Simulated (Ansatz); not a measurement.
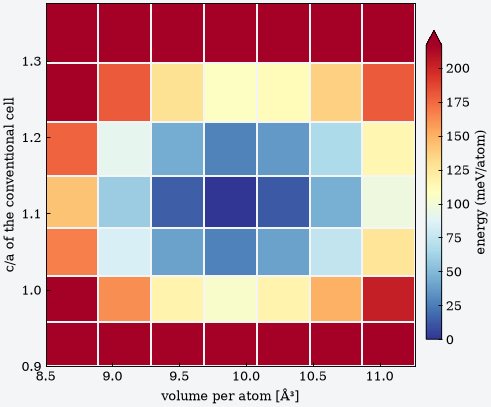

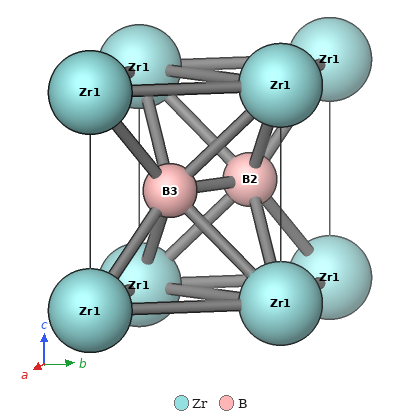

Energy landscape of ZrB2 (P6/mmm, No. 191; 3 atoms in the cell). 
- The energy is mapped over volume and the cell's shape.
- First axis: volume per atom. Second axis: c/a of the conventional cell.
- Nothing is relaxed (symmetry fixes all fractional coordinates).
- The grid has 7 × 7 points.
- Points are written as (first, second).
- Energies are in meV/atom, from the lowest grid point.
- Method: DFT LDA, scalar-relativistic, plane waves, PAW (Ansatz 0.2.0). Settings: cutoff 520 eV, k-mesh 18×18×12 in the order of the run's cell vectors, gaussian smearing 0.15 eV, no spin polarisation.

In the figure: one coloured cell a grid point, one colour for all values above the top of the scale. The second picture is the structure at the lowest point

Question: Summarise what can be read from the map.

Answer: The lowest grid point is at (9.88 Å³, 1.114). It is the only kind of minimum in the scanned range. The highest grid point, (8.70 Å³, 1.336), lies 418 meV/atom above the lowest. Round the minimum the two coordinates are weakly coupled (coupling −0.05 in units of the two stiffnesses).

Each point was launched as `ansatz run input.yaml --threads 1 --pin off --max-ram 2048MiB --backend cpu --events-out ev --progress --plain --runs-dir out`. The whole map (49 points run) took 11 min on 1 thread of Arm Neoverse N1, on a shared host.
